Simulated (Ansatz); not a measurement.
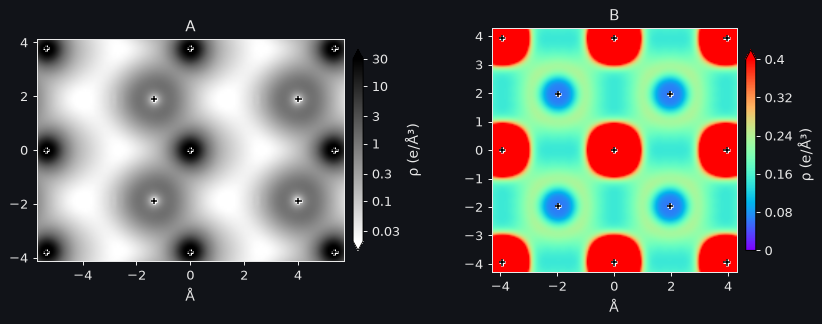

The valence electron density of 2 systems, each on a plane through atoms (crosses mark nuclei in the plane).

The calculation used Ansatz 0.2.0, DFT PBEsol, scalar-relativistic, plane waves, PAW.

System 1: TiAl3, the (110) plane of the standardised cell. Space group P2/m; a structure from a database of computed crystals, not necessarily the ambient phase; computed without spin polarisation.

```cif
data_structure
_symmetry_space_group_name_H-M 'P 1'
_symmetry_Int_Tables_number 1
_cell_length_a 5.3651
_cell_length_b 5.8114
_cell_length_c 3.9483
_cell_angle_alpha 90.000
_cell_angle_beta 90.000
_cell_angle_gamma 89.817
_cell_volume 123.10
loop_
_atom_site_label
_atom_site_type_symbol
_atom_site_fract_x
_atom_site_fract_y
_atom_site_fract_z
_atom_site_occupancy
Ti1 Ti 0.00000 0.00000 0.00000 1
Ti2 Ti 0.50000 0.50000 0.00000 1
Al1 Al 0.75000 0.25000 0.50000 1
Al2 Al 0.25000 0.75000 0.50000 1
Al3 Al 0.50000 0.00000 0.00000 1
Al4 Al 0.00000 0.50000 0.00000 1
Al5 Al 0.25000 0.25000 0.50000 1
Al6 Al 0.75000 0.75000 0.50000 1
```

System 2: ZnS, the (101) plane of the conventional cell. Space group F-43m.

```
CELL_PARAMETERS angstrom
5.35652 0.00000 0.00000
0.00000 0.00000 -5.35652
0.00000 5.35652 0.00000
ATOMIC_POSITIONS crystal
Zn 0.50000 0.50000 0.00000
Zn 0.00000 0.50000 0.50000
Zn 0.00000 0.00000 0.00000
Zn 0.50000 0.00000 0.50000
S 0.75000 0.75000 0.25000
S 0.25000 0.75000 0.75000
S 0.25000 0.25000 0.25000
S 0.75000 0.25000 0.75000
```

### Match each panel to its system.

Panel A is system 2, ZnS: the plane holds Zn and S. Zn–S (2.32 Å): ρ at the midpoint is about 0.53 e/Å³. Panel B is system 1, TiAl3: the plane holds Ti and Al. Ti–Al (2.79 Å): the density is about 0.21 e/Å³ at the midpoint.
